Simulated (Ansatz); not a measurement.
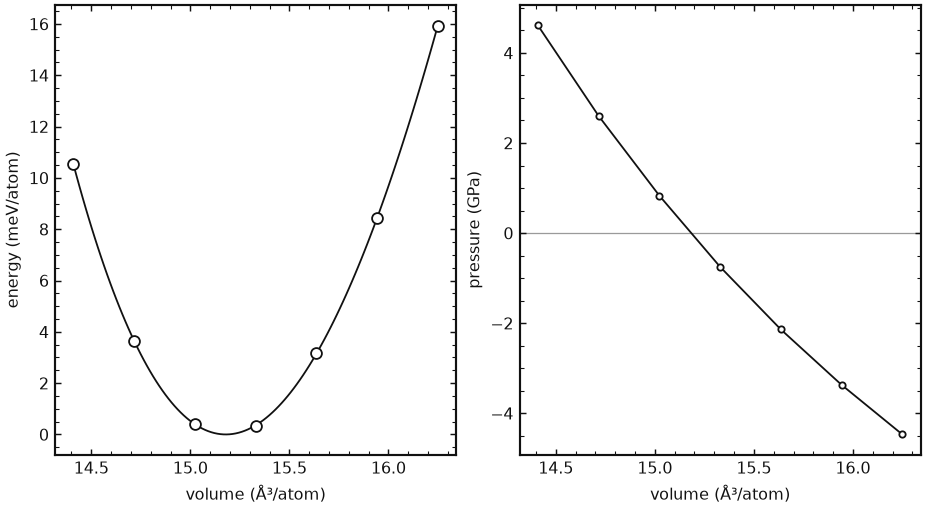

Plotted: energy and pressure against volume for Zn, space group P6_3/mmc (No. 194).

The given structure:
```cif
data_structure
_symmetry_space_group_name_H-M 'P 1'
_symmetry_Int_Tables_number 1
_cell_length_a 2.6700
_cell_length_b 2.6700
_cell_length_c 4.9660
_cell_angle_alpha 90.000
_cell_angle_beta 90.000
_cell_angle_gamma 120.000
_cell_volume 30.66
loop_
_atom_site_label
_atom_site_type_symbol
_atom_site_fract_x
_atom_site_fract_y
_atom_site_fract_z
_atom_site_occupancy
Zn1 Zn 0.66667 0.33333 0.75000 1
Zn2 Zn 0.33333 0.66667 0.25000 1
```

How it was computed, with Ansatz 0.2.0: plane-wave DFT, no spin polarisation; energies at scaled volumes of the given cell, shape and fractions fixed, counted from the fit's minimum, third-order Birch-Murnaghan fit. Level: PBE0.

| setting | value |
| --- | --- |
| k mesh | 8×8×4 |
| occupations | Fermi–Dirac |
| smearing width | 0.05 eV |
| potentials | Ansatz PAW |
| wave cutoff | 420 eV |
| density cutoff | 1680 eV |

Give the fitted equation-of-state parameters.

Answer. A third-order Birch–Murnaghan fit gives V0 = 15.18 Å³/atom, B0 = 77.8 GPa and B′ = 5.1.

Read off the course of the pressure.

Answer. It falls from 4.61 GPa at volume 14.41 Å³/atom to −4.47 GPa at 16.25 Å³/atom, and changes sign near 15.18 Å³/atom.

Limits of the calculation: coarse k mesh; shape and atomic fractions are frozen while scaling, which makes layered, chain and framework solids too stiff.
